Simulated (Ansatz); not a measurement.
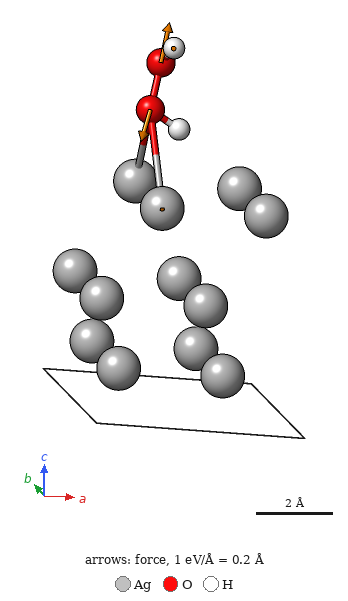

Starting geometry of a slab of composition Ag$_{6}$HO (cut from the Fm-3m phase) with the computed forces as orange arrows. A ball-and-stick model of the cell of the calculation, outlined in the plane, without the vacuum (origin shifted), seen slightly off an axis.

Case: 1 H2O2 a cell, upright, over a hollow Ag-Ag-Ag site. The slab is the (1 1 1) face of Ag with H2O2 on it. 4 atoms are held fixed.

Theory: DFT PBE+D3(BJ), scalar-relativistic, plane waves, PAW in Ansatz 0.2.0. Settings: plane-wave cutoff 420 eV; k-point mesh 4 × 4 × 1; occupations gaussian; smearing width 0.1 eV; no spin polarisation; dipole correction; atoms relaxed in a fixed cell; force threshold 0.04 eV/Å; at most 100 steps.

> What follows when this structure is relaxed?

It isn't relaxed: the largest force vector, on an O atom, is 5.58 eV/Å. The final displacements have little in common with the starting forces (cosine between the two patterns 0.04). An H atom moves most: 0.87 Å at 80° to the normal (+c side). Largest moves by element: H 0.87 Å, O 0.61 Å, Ag 0.04 Å. The lattice vectors keep their values. Among the contacts that change: Ag–O 2.749 → 3.003 Å, O–O 1.317 → 1.486 Å, Ag–O 2.759 → 2.837 Å, Ag–Ag 2.895 → 2.869 Å. Bond angles that change, for instance: O–O–H 104.8° → 99.4°, O–O–H 104.8° → 101.4°. After 11 accepted moves (13 points after the start) the energy has fallen by 0.515 eV per cell of the calculation. The largest force component goes from 5.1 to 0.037 eV/Å. The line search rejected the trial step at point 6 of the run. 1 step only repeated the SCF at the same geometry.

Limits of the set-up: the periodic images lie only 5.8 Å apart, so the values are limited by the cell's size.
